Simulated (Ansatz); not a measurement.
## Al143N144 (charge −2): geometry relaxation (part 2 of 5)

The same run, continued: Al143N144 (defect cell, 287 atoms in the cell, total charge −2); DFT, PBEsol, PAW, plane waves (Ansatz 0.2.0); cutoff 420 eV, 1×1×1 k-mesh, Fermi–Dirac smearing of 0.01 eV. 

Output, continued
```
SCF iter   1: F=—  HF=-130089.759628 eV  |F-HF|=—  |Δ(HF+E_count)|=         —  Δρ=6.43e-2 (↑6.41e-2 ↓6.43e-2)  dr2=6.14e2  dr2_m=1.85e-1  M=1.000 μB ∫|m|=1.106 μB  β_m=0.30  ethr=3.10e-3  ⟨swp⟩=6.0  Hψ=6648  notcnv=0  defer=406
preconditioner: auto → Resta (q_TF=auto, 2.324 Å⁻¹)  ε∞=3.7  [insulator: Δε(μ)=0.035 eV  Ē_g=14.082 eV  σ=0.010 eV  W_gap=0.70  n_scr=636 (ndim 8)  ℏωp=23.0 eV  f_vac=0.000  D(μ)=25.46/eV (n_scr^D=86)  ε∞_Penn≈3.7]
spin=Collinear: Resta preconditioning applied to the charge; magnetization (m = ρ↑ − ρ↓) channel mixes plain (no charge-response kernel on spin).
SCF iter   2: F=—  HF=-129947.083464 eV  |F-HF|=—  |Δ(HF+E_count)|=    1.43e2  Δρ=3.19e-2 (↑3.12e-2 ↓3.19e-2)  dr2=1.48e2  dr2_m=2.53e-1  M=1.000 μB ∫|m|=1.161 μB  β_m=0.30  ethr=3.10e-3  ⟨swp⟩=2.0  Hψ=3144  notcnv=0  defer=566
SCF iter   3: F=—  HF=-129907.654184 eV  |F-HF|=—  |Δ(HF+E_count)|=    3.94e1  Δρ=1.79e-2 (↑1.66e-2 ↓1.79e-2)  dr2=2.10e1  dr2_m=1.95e-1  M=1.000 μB ∫|m|=1.151 μB  β_m=0.30  ethr=3.10e-3  ⟨swp⟩=7.0  Hψ=4344  notcnv=0  defer=556
SCF iter   4: F=—  HF=-129904.724446 eV  |F-HF|=—  |Δ(HF+E_count)|=    2.93e0  Δρ=1.34e-2 (↑1.20e-2 ↓1.34e-2)  dr2=1.10e1  dr2_m=2.13e-1  M=1.000 μB ∫|m|=1.143 μB  β_m=0.30  ethr=1.83e-3  ⟨swp⟩=2.0  Hψ=2875  notcnv=0  defer=556
SCF iter   5: F=—  HF=-129903.707959 eV  |F-HF|=—  |Δ(HF+E_count)|=    1.02e0  Δρ=8.85e-3 (↑6.26e-3 ↓8.85e-3)  dr2=5.86e0  dr2_m=1.68e-1  M=1.000 μB ∫|m|=1.151 μB  β_m=0.30  ethr=9.59e-4  ⟨swp⟩=3.0  Hψ=2062  notcnv=0  defer=556
SCF iter   6: F=—  HF=-129903.261337 eV  |F-HF|=—  |Δ(HF+E_count)|=   4.47e-1  Δρ=6.33e-3 (↑2.30e-3 ↓6.33e-3)  dr2=3.31e0  dr2_m=1.54e-1  M=1.000 μB ∫|m|=1.145 μB  β_m=0.30  ethr=5.09e-4  ⟨swp⟩=2.0  Hψ=2016  notcnv=0  defer=556
SCF iter   7: F=—  HF=-129902.966705 eV  |F-HF|=—  |Δ(HF+E_count)|=   2.95e-1  Δρ=4.87e-3 (↑1.28e-3 ↓4.87e-3)  dr2=1.47e0  dr2_m=1.53e-1  M=1.000 μB ∫|m|=1.127 μB  β_m=0.30  ethr=2.87e-4  ⟨swp⟩=2.0  Hψ=2041  notcnv=0  defer=556
SCF iter   8: F=—  HF=-129902.964655 eV  |F-HF|=—  |Δ(HF+E_count)|=   2.05e-3  Δρ=3.16e-3 (↑1.34e-3 ↓3.16e-3)  dr2=8.95e-1  dr2_m=3.87e-2  M=1.000 μB ∫|m|=1.107 μB  β_m=0.30  ethr=1.28e-4  ⟨swp⟩=1.5  Hψ=1997  notcnv=0  defer=556
SCF iter   9: F=—  HF=-129902.872799 eV  |F-HF|=—  |Δ(HF+E_count)|=   9.19e-2  Δρ=3.01e-3 (↑8.64e-4 ↓3.01e-3)  dr2=6.11e-1  dr2_m=5.18e-2  M=1.000 μB ∫|m|=1.103 μB  β_m=0.30  ethr=7.77e-5  ⟨swp⟩=2.0  Hψ=2041  notcnv=0  defer=556
SCF iter  10: F=—  HF=-129903.225417 eV  |F-HF|=—  |Δ(HF+E_count)|=   3.53e-1  Δρ=7.74e-3 (↑1.13e-3 ↓7.74e-3)  dr2=4.01e0  dr2_m=3.43e-1  M=1.000 μB ∫|m|=1.170 μB  β_m=0.30  ethr=5.31e-5  ⟨swp⟩=3.5  Hψ=2482  notcnv=0  defer=556
SCF iter  11: F=—  HF=-129902.934278 eV  |F-HF|=—  |Δ(HF+E_count)|=   2.91e-1  Δρ=5.37e-3 (↑6.90e-4 ↓5.37e-3)  dr2=2.00e0  dr2_m=1.61e-1  M=1.000 μB ∫|m|=1.136 μB  β_m=0.30  ethr=5.31e-5  ⟨swp⟩=3.0  Hψ=2478  notcnv=0  defer=556
SCF iter  12: F=—  HF=-129902.876515 eV  |F-HF|=—  |Δ(HF+E_count)|=   5.78e-2  Δρ=4.79e-3 (↑6.31e-4 ↓4.79e-3)  dr2=1.14e0  dr2_m=1.78e-1  M=1.000 μB ∫|m|=1.121 μB  β_m=0.30  ethr=5.31e-5  ⟨swp⟩=2.5  Hψ=2034  notcnv=0  defer=556
SCF iter  13: F=—  HF=-129902.867220 eV  |F-HF|=—  |Δ(HF+E_count)|=   9.30e-3  Δρ=2.25e-3 (↑5.03e-4 ↓2.25e-3)  dr2=4.09e-1  dr2_m=2.30e-2  M=1.000 μB ∫|m|=1.096 μB  β_m=0.30  ethr=5.31e-5  ⟨swp⟩=2.0  Hψ=2044  notcnv=0  defer=556
SCF iter  14: F=—  HF=-129902.897349 eV  |F-HF|=—  |Δ(HF+E_count)|=   3.01e-2  Δρ=4.16e-3 (↑3.22e-4 ↓4.16e-3)  dr2=9.24e-1  dr2_m=1.22e-1  M=1.000 μB ∫|m|=1.135 μB  β_m=0.30  ethr=3.55e-5  ⟨swp⟩=2.5  Hψ=2054  notcnv=0  defer=556
SCF iter  15: F=—  HF=-129902.879852 eV  |F-HF|=—  |Δ(HF+E_count)|=   1.75e-2  Δρ=2.65e-3 (↑2.28e-4 ↓2.65e-3)  dr2=4.11e-1  dr2_m=4.77e-2  M=1.000 μB ∫|m|=1.117 μB  β_m=0.30  ethr=3.55e-5  ⟨swp⟩=2.0  Hψ=2025  notcnv=0  defer=556
Mixer restart at iter 15: flushing history
spin-set hold released at iteration 15 (site moments' squared step at or under half its running peak, from the soft ceiling on): the magnetisation degrees of freedom join the quasi-Newton model from the next iteration; the mixer history was flushed
SCF iter  16: F=—  HF=-129902.948679 eV  |F-HF|=—  |Δ(HF+E_count)|=   6.88e-2  Δρ=6.40e-3 (↑6.12e-4 ↓6.40e-3)  dr2=2.59e0  dr2_m=2.47e-1  M=1.000 μB ∫|m|=1.156 μB  β_m=0.18  ethr=3.55e-5  ⟨swp⟩=2.5  Hψ=2061  notcnv=0  defer=556  recentre
SCF iter  17: F=—  HF=-129902.862034 eV  |F-HF|=—  |Δ(HF+E_count)|=   8.66e-2  Δρ=2.22e-3 (↑1.89e-4 ↓2.22e-3)  dr2=2.63e-1  dr2_m=3.75e-2  M=1.000 μB ∫|m|=1.100 μB  β_m=0.18  ethr=3.55e-5  ⟨swp⟩=2.5  Hψ=2447  notcnv=0  defer=556
SCF iter  18: F=—  HF=-129902.857978 eV  |F-HF|=—  |Δ(HF+E_count)|=   4.06e-3  Δρ=1.41e-3 (↑2.10e-4 ↓1.41e-3)  dr2=1.06e-1  dr2_m=1.59e-2  M=1.000 μB ∫|m|=1.088 μB  β_m=0.16  ethr=2.28e-5  ⟨swp⟩=1.0  Hψ=1578  notcnv=0  defer=556
SCF iter  19: F=—  HF=-129902.858164 eV  |F-HF|=—  |Δ(HF+E_count)|=   1.87e-4  Δρ=1.78e-3 (↑2.08e-4 ↓1.78e-3)  dr2=1.85e-1  dr2_m=2.04e-2  M=1.000 μB ∫|m|=1.086 μB  β_m=0.04  ethr=9.22e-6  ⟨swp⟩=2.0  Hψ=1610  notcnv=0  defer=556
SCF iter  20: F=—  HF=-129902.859544 eV  |F-HF|=—  |Δ(HF+E_count)|=   1.38e-3  Δρ=2.48e-3 (↑1.91e-4 ↓2.48e-3)  dr2=3.70e-1  dr2_m=3.91e-2  M=1.000 μB ∫|m|=1.092 μB  β_m=0.13  ethr=9.22e-6  ⟨swp⟩=1.5  Hψ=1171  notcnv=0  defer=556
relax step   1: F+E_penalty+E_count = -129902.85784042 eV  Δ(F+E_penalty+E_count) = +0.000e0 eV  max|allowed force component| = 2.332e0 eV/Å  Δτ_max = 0.0000 Å  (30 SCF iters, dr2 threshold 2.25e-5 eV, accepted)
Initial density: handed on by an earlier stage of this run
Starting moments: Σ|m| = 1 μB on 4 of 287 sites; this step starts from the density that it was given
Initial wavefunctions: those handed on with the density
preconditioner: auto → Resta (q_TF=auto, 2.324 Å⁻¹)  ε∞=4.1  [insulator: Δε(μ)=0.056 eV  Ē_g=13.001 eV  σ=0.010 eV  W_gap=0.88  n_scr=636 (ndim 8)  ℏωp=23.0 eV  f_vac=0.000  D(μ)=11.01/eV (n_scr^D=28)  ε∞_Penn≈4.1]
spin=Collinear: Resta preconditioning applied to the charge; magnetization (m = ρ↑ − ρ↓) channel mixes plain (no charge-response kernel on spin).
relax step   2: F+E_penalty+E_count = -129906.45846908 eV  Δ(F+E_penalty+E_count) = -3.601e0 eV  max|allowed force component| = 1.277e0 eV/Å  Δτ_max = 0.1254 Å  (16 SCF iters, dr2 threshold 1.00e-4 eV, accepted)
[... from here on the SCF iterations and repeated set-up lines of each step are left out, up to the last step ...]
relax step   3: F+E_penalty+E_count = -129907.82410046 eV  Δ(F+E_penalty+E_count) = -1.366e0 eV  max|allowed force component| = 3.377e-1 eV/Å  Δτ_max = 0.2000 Å  (13 SCF iters, dr2 threshold 1.00e-4 eV, accepted)
relax step   4: F+E_penalty+E_count = -129907.77857380 eV  Δ(F+E_penalty+E_count) = +4.553e-2 eV  max|allowed force component| = 9.838e-1 eV/Å  Δτ_max = 0.0855 Å  (15 SCF iters, dr2 threshold 7.97e-6 eV, rejected (line search))
relax step   5: F+E_penalty+E_count = -129907.90027671 eV  Δ(F+E_penalty+E_count) = -7.618e-2 eV  max|allowed force component| = 1.376e-1 eV/Å  Δτ_max = 0.0424 Å  (18 SCF iters, accepted)
SCF 6 converged in 15 iterations: F = -129907.913833 eV  dr2 = 1.53e-8
relax step   6: F+E_penalty+E_count = -129907.91383291 eV  Δ(F+E_penalty+E_count) = -1.356e-2 eV  max|allowed force component| = 3.207e-2 eV/Å  Δτ_max = 0.0430 Å  (15 SCF iters, dr2 threshold 1.32e-6 eV, accepted)
SCF iter   1: F=—  HF=-129907.916477 eV  |F-HF|=—  |Δ(HF+E_count)|=         —  Δρ=9.20e-4 (↑6.01e-5 ↓9.20e-4)  dr2=5.28e-2  dr2_m=5.74e-3  M=1.000 μB ∫|m|=1.080 μB  β_m=0.30  ethr=1.51e-6  ⟨swp⟩=2.0  Hψ=2920  notcnv=0  defer=556
preconditioner: auto → Kerker (q_TF=auto, 2.324 Å⁻¹)  [metal: Δε(μ)=0.019 eV  Ē_g=13.002 eV  σ=0.010 eV  W_gap=0.43  n_scr=636 (ndim 8)  ℏωp=23.0 eV  f_vac=0.000  D(μ)=40.77/eV (n_scr^D=196)]
spin=Collinear: Kerker preconditioning applied to the charge; magnetization (m = ρ↑ − ρ↓) channel mixes plain (no charge-response kernel on spin).
SCF iter   2: F=—  HF=-129907.918646 eV  |F-HF|=—  |Δ(HF+E_count)|=   2.17e-3  Δρ=1.34e-3 (↑1.36e-4 ↓1.34e-3)  dr2=1.08e-1  dr2_m=1.08e-2  M=1.000 μB ∫|m|=1.082 μB  β_m=0.21  ethr=1.51e-6  ⟨swp⟩=2.5  Hψ=2860  notcnv=0  defer=556
preconditioner: auto → Resta (q_TF=auto, 2.324 Å⁻¹)  ε∞=4.1  [insulator: Δε(μ)=0.039 eV  Ē_g=13.002 eV  σ=0.010 eV  W_gap=0.75  n_scr=636 (ndim 8)  ℏωp=23.0 eV  f_vac=0.000  D(μ)=22.32/eV (n_scr^D=76)  ε∞_Penn≈4.1]
spin=Collinear: Resta preconditioning applied to the charge; magnetization (m = ρ↑ − ρ↓) channel mixes plain (no charge-response kernel on spin).
SCF iter   3: F=—  HF=-129907.915004 eV  |F-HF|=—  |Δ(HF+E_count)|=   3.64e-3  Δρ=2.20e-4 (↑4.96e-5 ↓2.20e-4)  dr2=2.95e-3  dr2_m=2.85e-4  M=1.000 μB ∫|m|=1.078 μB  β_m=0.24  ethr=1.51e-6  ⟨swp⟩=2.0  Hψ=2042  notcnv=0  defer=556
SCF iter   4: F=—  HF=-129907.914028 eV  |F-HF|=—  |Δ(HF+E_count)|=   9.76e-4  Δρ=2.63e-4 (↑4.19e-5 ↓2.63e-4)  dr2=4.67e-3  dr2_m=4.29e-4  M=1.000 μB ∫|m|=1.078 μB  β_m=0.18  ethr=2.56e-7  ⟨swp⟩=2.0  Hψ=1606  notcnv=0  defer=556
SCF iter   5: F=—  HF=-129907.915492 eV  |F-HF|=—  |Δ(HF+E_count)|=   1.46e-3  Δρ=2.37e-4 (↑2.39e-5 ↓2.37e-4)  dr2=3.73e-3  dr2_m=3.70e-4  M=1.000 μB ∫|m|=1.078 μB  β_m=0.14  ethr=2.56e-7  ⟨swp⟩=2.0  Hψ=1607  notcnv=0  defer=556
SCF iter   6: F=—  HF=-129907.914439 eV  |F-HF|=—  |Δ(HF+E_count)|=   1.05e-3  Δρ=2.33e-4 (↑1.87e-5 ↓2.33e-4)  dr2=3.59e-3  dr2_m=3.54e-4  M=1.000 μB ∫|m|=1.078 μB  β_m=0.27  ethr=2.56e-7  ⟨swp⟩=1.0  Hψ=1170  notcnv=0  defer=556
SCF iter   7: F=—  HF=-129907.913323 eV  |F-HF|=—  |Δ(HF+E_count)|=   1.12e-3  Δρ=5.91e-5 (↑8.32e-6 ↓5.91e-5)  dr2=1.82e-4  dr2_m=2.44e-5  M=1.000 μB ∫|m|=1.078 μB  β_m=0.38  ethr=2.56e-7  ⟨swp⟩=2.0  Hψ=1606  notcnv=0  defer=556
SCF iter   8: F=—  HF=-129907.914293 eV  |F-HF|=—  |Δ(HF+E_count)|=   9.69e-4  Δρ=6.14e-5 (↑3.79e-6 ↓6.14e-5)  dr2=2.17e-4  dr2_m=2.67e-5  M=1.000 μB ∫|m|=1.078 μB  β_m=0.38  ethr=1.58e-8  ⟨swp⟩=1.5  Hψ=1171  notcnv=0  defer=556
SCF iter   9: F=—  HF=-129907.914290 eV  |F-HF|=—  |Δ(HF+E_count)|=   2.17e-6  Δρ=3.86e-5 (↑1.26e-6 ↓3.86e-5)  dr2=9.31e-5  dr2_m=1.05e-5  M=1.000 μB ∫|m|=1.078 μB  β_m=0.39  ethr=1.58e-8  ⟨swp⟩=1.5  Hψ=1172  notcnv=0  defer=556
SCF iter  10: F=—  HF=-129907.914289 eV  |F-HF|=—  |Δ(HF+E_count)|=   1.66e-6  Δρ=7.42e-6 (↑5.97e-7 ↓7.42e-6)  dr2=4.05e-6  dr2_m=3.92e-7  M=1.000 μB ∫|m|=1.078 μB  β_m=0.41  ethr=8.09e-9  ⟨swp⟩=1.5  Hψ=1172  notcnv=0  defer=556
SCF iter  11: F=—  HF=-129907.914289 eV  |F-HF|=—  |Δ(HF+E_count)|=   8.06e-8  Δρ=2.86e-6 (↑2.52e-7 ↓2.86e-6)  dr2=4.12e-7  dr2_m=5.86e-8  M=1.000 μB ∫|m|=1.078 μB  β_m=0.60  ethr=3.52e-10  ⟨swp⟩=2.0  Hψ=1175  notcnv=0  defer=556
SCF iter  12: F=—  HF=-129907.914289 eV  |F-HF|=—  |Δ(HF+E_count)|=  1.89e-10  Δρ=2.06e-6 (↑1.30e-7 ↓2.06e-6)  dr2=2.56e-7  dr2_m=2.84e-8  M=1.000 μB ∫|m|=1.078 μB  β_m=0.45  ethr=3.58e-11  ⟨swp⟩=2.0  Hψ=1607  notcnv=0  defer=556
SCF iter  13: F=—  HF=-129907.914289 eV  |F-HF|=—  |Δ(HF+E_count)|=   2.62e-9  Δρ=1.35e-6 (↑8.42e-8 ↓1.35e-6)  dr2=1.17e-7  dr2_m=1.20e-8  M=1.000 μB ∫|m|=1.078 μB  β_m=0.30  ethr=2.23e-11  ⟨swp⟩=2.0  Hψ=1176  notcnv=0  defer=556
SCF iter  14: F=-129907.914289 eV  HF=-129907.914289 eV  |F-HF|=4.99e-9  |Δ(HF+E_count)|=   1.83e-9  Δρ=2.98e-7 (↑4.30e-8 ↓2.98e-7)  dr2=6.02e-9  dr2_m=5.81e-10  M=1.000 μB ∫|m|=1.078 μB  ethr=8.69e-12  ⟨swp⟩=9.0  Hψ=5747  notcnv=0
SCF 7 converged in 14 iterations: F = -129907.914289 eV  dr2 = 6.02e-9
relax step   7: F+E_penalty+E_count = -129907.91428868 eV  Δ(F+E_penalty+E_count) = -4.558e-4 eV  max|allowed force component| = 1.352e-2 eV/Å  Δτ_max = 0.0041 Å  (14 SCF iters, accepted)
```

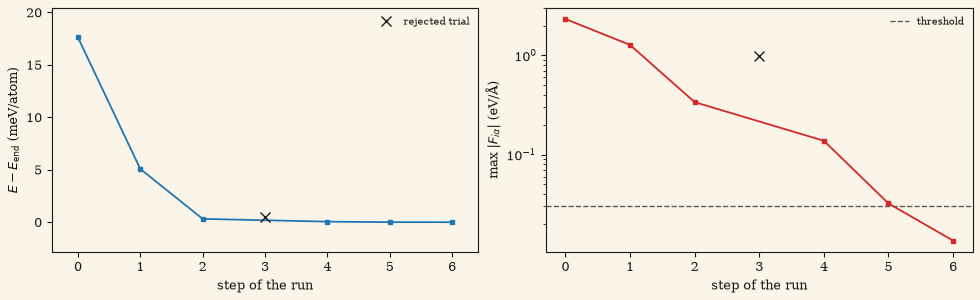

Progress of the relaxation, step by step (the first geometry is step 0 here and step 1 in the log).

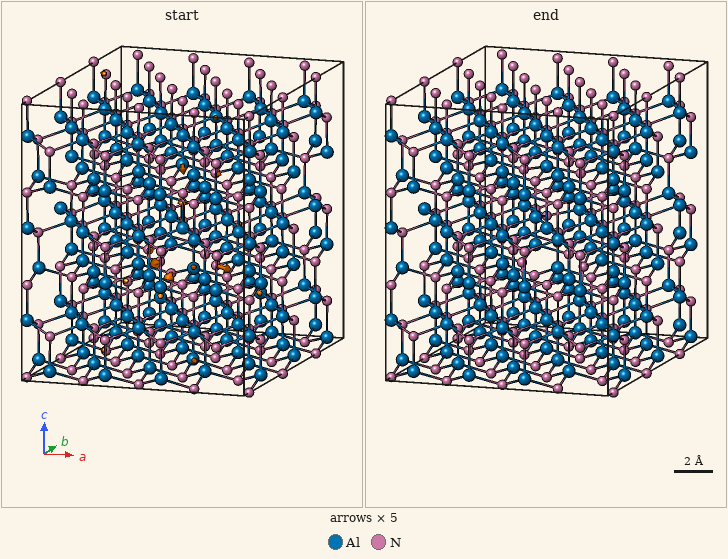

Before (left) and after (right) the relaxation, at one scale (ball-and-stick view of the cell of the calculation (origin shifted), seen slightly off an axis). The orange arrows give the displacements, magnified 5 times. Over 6 geometry steps the energy falls by 17.6 meV per atom. The largest force component goes from 2.3 to 0.014 eV/Å. The line search rejected the trial step at point 3 (counted from 0) and went back. The atom that moves furthest is N262 (0.29 Å). Largest moves by element: N 0.29 Å, Al 0.12 Å. The cell stays as it was. Among the contacts that change: Al108–N181 1.941 → 1.827 Å, Al44–N178 1.917 → 1.807 Å, Al105–N178 1.919 → 1.820 Å, Al58–N196 1.907 → 1.813 Å. Among the angles that change: N179–Al106–N262 110.9° → 100.3°, N182–Al109–N262 110.2° → 100.5°, N178–Al105–N261 107.3° → 116.7°. (Atoms are counted from 1 in the order of the input.)

```
SCF converged after 14 iterations
Magnetization: 1.0000 μB (576.0000 up, 575.0000 down)
Absolute magnetization: 1.0800 μB (∫|ρ↑−ρ↓|, with the PAW one-centre terms)
Spin contamination: 0.0027 ħ² per cell (⟨S²⟩ above its minimum at these occupations)
Per-site moments (μB) at R_I (Å): [(-3.175615969398752e-7, 0.7803310541693966), (5.4605838737429265e-5, 0.7774524943663081), (6.080096576130684e-7, 0.7786656916763042), (-2.992130745765278e-7, 0.7799502413208749), (2.6990612537630676e-7, 0.7770422463605532), (1.8566234334759343e-7, 0.7786689332050348), (-3.4438786034431534e-7, 0.7803720646356324), (-2.2072791229310386e-6, 0.7784580636454375), (1.0
Free energy (F): -129907.914289 eV
Harris-Foulkes:  -129907.914289 eV  (|F-HF|=4.99e-9)
Internal energy: -129907.903255 eV  (E = F + TS)
E sigma→0 (E₀):  -129907.908772 eV
Entropy (-TS):   -0.011034 eV (-0.038 meV/atom)
Fermi energy:    8.214803 eV
--- Per-component energies (eV) ---
  E_band       = 1985.876427
  E_kinetic    = 22860.707687
  E_local      = -32353.569862  (includes V_loc(G=0)·N_el)
  E_nonlocal   = 8010.502162
  E_hartree    = 11143.523926
  E_xc         = -14475.199953
  E_vxc        = -15465.040691  (∫ρ·V_xc dr)
  E_paw        = -82742.696128  (= ΣΔE_a)
  E_vpaw       = -3353.784080  (= ΣTr[D̂ρ^β])
  E_aug_tail   = 0.013522  (compensation charges beyond the density's cutoff)
  E_ewald      = -42357.967720
  E_core_change = 6.783111  (= ΣΔE_core)
  E_smearing   = -0.011034  (= −TS)
  E_closure    = 0.000000  (closes the sum)
  E_deformation_potential = -34.127227  (in the stress; not in F)
  Σ components = -129907.914289   (vs F -129907.914289, Δ=0.00e0)
--- Forces (eV/Å), atoms counted from 1 ---
  atom   1  Al     0.00000557     0.00224831    -0.00163426
  atom   2  Al    -0.00015123     0.00032069     0.00182234
  atom   3  Al     0.00036964     0.00022875    -0.00020018
  atom   4  Al    -0.00043176    -0.00325839    -0.00118576
  atom   5  Al    -0.00010809    -0.00339791     0.00221479
  atom   6  Al    -0.00099458    -0.00241877     0.00118639
  atom   7  Al    -0.00020943     0.00102240    -0.00126725
  atom   8  Al     0.00024231    -0.00197626     0.00345085
  atom   9  Al     0.00079281    -0.00014206     0.00095107
  atom  10  Al    -0.00022442    -0.00306840    -0.00112092
  atom  11  Al    -0.00060812    -0.00533993     0.00306913
  atom  12  Al     0.00010582    -0.00173777     0.00150827
  atom  13  Al    -0.00221769    -0.00569119    -0.00061569
  atom  14  Al    -0.00211209    -0.00516035     0.00103274
  atom  15  Al    -0.00170033    -0.00294947     0.00217533
  atom  16  Al    -0.00206792    -0.00151257    -0.00180779
  atom  17  Al    -0.00480387    -0.00087498    -0.00017013
  atom  18  Al    -0.00182803    -0.00123172     0.00230354
  atom  19  Al    -0.00009473     0.00015020    -0.00205343
  atom  20  Al     0.00072550    -0.00177082     0.00249768
  atom  21  Al     0.00062864    -0.00099077     0.00080929
  atom  22  Al    -0.00022342    -0.00264107     0.00024208
  atom  23  Al     0.00056896    -0.00373880     0.00091232
  atom  24  Al     0.00009202    -0.00278010     0.00147413
  atom  25  Al    -0.00185232    -0.00534192     0.00064663
  atom  26  Al    -0.00178697    -0.00504972    -0.00196445
  atom  27  Al    -0.00232651    -0.00341859     0.00243174
  atom  28  Al    -0.00425090    -0.00198123     0.00047394
  atom  29  Al    -0.00224915    -0.00027430    -0.00354190
  atom  30  Al    -0.00358766    -0.00243547     0.00323312
  atom  31  Al    -0.00253793     0.00229303    -0.00116289
  atom  32  Al    -0.00345017    -0.00023860     0.00003912
  atom  33  Al    -0.00287322     0.00050215     0.00322439
  atom  34  Al    -0.00135181     0.00505211    -0.00081901
  atom  35  Al    -0.00230403     0.00351639    -0.00025105
  atom  36  Al    -0.00067323     0.00095006     0.00053299
  atom  37  Al    -0.00008128     0.00217961    -0.00134323
  atom  38  Al     0.00063526    -0.00004719    -0.00018709
  atom  39  Al    -0.00009801    -0.00032229    -0.00040114
  atom  40  Al    -0.00057422    -0.00342046    -0.00136642
  atom  41  Al     0.00188546    -0.00561598     0.00150715
  atom  42  Al    -0.00101859    -0.00215697     0.00143293
  atom  43  Al    -0.00034562    -0.00489201    -0.00022427
  atom  44  Al     0.00110518    -0.00382881    -0.00291556
  atom  45  Al     0.00046145    -0.00300918     0.00272749
  atom  46  Al    -0.00234380    -0.00131147     0.00217439
  atom  47  Al    -0.00027811    -0.00098142     0.01207477
```
